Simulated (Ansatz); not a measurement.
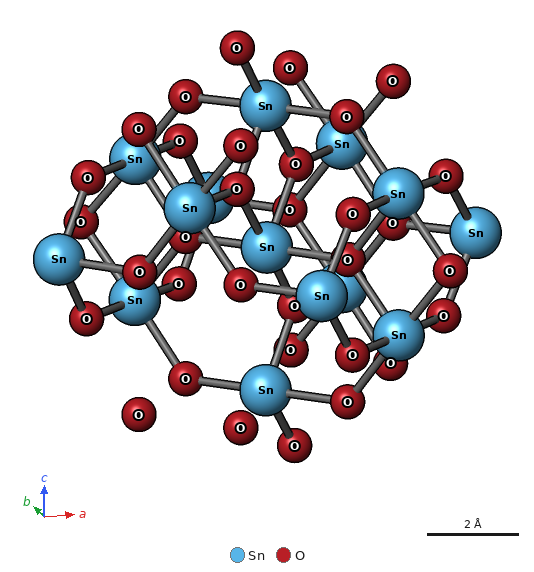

A defect cell of composition Sn23O47, before the relaxation. The picture is a ball-and-stick view of the atoms within 5.0 Å of the atom that moves most (axes of the cell of the calculation (origin shifted)), seen slightly off an axis.

Method: DFT, PBEsol, PAW, plane waves (Ansatz 0.2.0).

Set-up: plane-wave cutoff 420 eV; k-point mesh 1 × 1 × 1; mesh shifted by (0.25, 0.25, 0.25); no spin polarisation; atoms relaxed in a fixed cell; force threshold 0.03 eV/Å; at most 80 steps.

```xyz
70
Lattice="9.5381 0.0000 0.0000 0.0000 9.5381 0.0000 0.0000 0.0000 9.6363" Properties=species:S:1:pos:R:3 pbc="T T T"
Sn    9.5244    9.5381    9.5835
Sn    9.5288    9.5040    3.2254
Sn    0.0160    0.0381    6.4682
Sn    0.0267    4.7433    9.6199
Sn    0.0012    4.7537    3.2335
Sn    0.0047    4.7828    6.4535
Sn    4.7796    9.5101    0.0280
Sn    4.7874    9.5008    3.2357
Sn    4.8186    0.0299    6.4229
Sn    4.7558    4.7709    0.0102
Sn    4.7519    4.7458    6.4331
Sn    2.3700    2.4069    1.6417
Sn    2.3778    2.3964    4.8361
Sn    2.3836    2.4057    8.0256
Sn    2.3712    7.1428    1.5911
Sn    2.4166    7.1516    4.8526
Sn    2.4046    7.1714    8.0511
Sn    7.1791    2.4224    1.6132
Sn    7.1450    2.4231    4.8266
Sn    7.1365    2.4431    8.0080
Sn    7.1452    7.1553    1.5792
Sn    7.1737    7.1477    4.8244
Sn    7.1428    7.1484    8.0461
O     1.4738    1.4364    9.6234
O     1.4460    1.4573    3.2335
O     1.4820    1.4584    6.3930
O     1.4848    6.2153    9.6150
O     1.4344    6.2302    3.2459
O     1.4795    6.1998    6.4202
O     6.2210    1.4619    9.6089
O     6.2110    1.4530    3.1593
O     6.2399    1.4665    6.4018
O     6.2542    6.2507    9.6270
O     6.2399    6.2181    6.4236
O     3.2931    3.3306    0.0151
O     3.3476    3.2760    3.1912
O     3.3221    3.3190    6.4324
O     3.2947    8.0888    0.0218
O     3.3011    8.0922    3.2278
O     3.3335    8.0625    6.4437
O     8.0585    3.3124    9.6132
O     8.0933    3.3191    3.2139
O     8.0976    3.2747    6.4222
O     8.0677    8.1000    0.0423
O     8.0636    8.0887    3.2266
O     8.1039    8.0831    6.4361
O     0.9741    3.8699    1.5661
O     0.9396    3.8391    4.8562
O     0.9067    3.8401    8.0778
O     0.8666    8.6188    1.6405
O     0.9156    8.5788    4.8360
O     0.9228    8.5839    8.0574
O     5.6761    3.8354    1.5951
O     5.6789    3.8194    4.8478
O     5.6753    3.8263    8.0067
O     5.7168    8.6251    1.5867
O     5.7101    8.6127    4.8234
O     5.7187    8.6278    7.9996
O     3.8355    0.9139    1.5806
O     3.8315    0.9538    4.8384
O     3.8374    0.9302    8.0333
O     3.8436    5.6701    1.5832
O     3.8642    5.6861    4.8143
O     3.8440    5.6654    8.0645
O     8.6249    0.9115    1.6296
O     8.6082    0.9570    4.8095
O     8.6153    0.9281    8.0412
O     8.6224    5.6756    1.5665
O     8.6391    5.6950    4.7966
O     8.6140    5.7084    8.0438
```

Q: What does the optimiser find from here?

A: The energy falls by 2.085 eV per cell of the calculation in 4 geometry steps. The largest force component goes from 2.6 to 0.021 eV/Å. The largest move is that of Sn22, 0.18 Å along [2 2 3]. By element the largest moves are Sn 0.18 Å, O 0.18 Å. The cell doesn't change. Some distances before and after: Sn2–O45 2.037 → 2.241 Å, Sn22–O46 2.083 → 1.988 Å, Sn21–O45 2.104 → 2.019 Å, Sn16–O63 2.060 → 1.989 Å. Among the angles between lasting bonds that change: Sn21–O45–Sn22 102.5° → 119.0°, O57–Sn22–O69 179.2° → 164.9°, O56–Sn21–O68 179.2° → 165.6°. The run took 5.6 s on 1 × NVIDIA GB200 with 8 threads of Arm Neoverse-V2, peak memory 1.8 GiB.

History of the run:

| step | E − E(0), meV/atom | largest force component, eV/Å |
| --- | --- | --- |
| 0 | 0.00 | 2.6041 |
| 1 | -24.34 | 0.7461 |
| 2 | -27.27 | 0.4253 |
| 3 | -29.70 | 0.0855 |
| 4 | -29.78 | 0.0209 |

After the run, drawn alike:

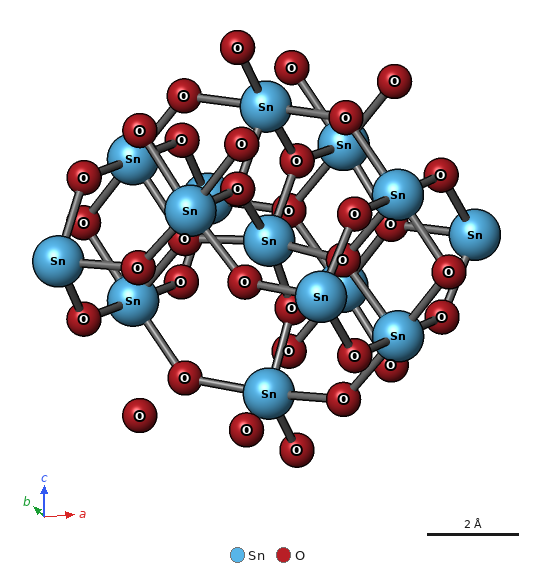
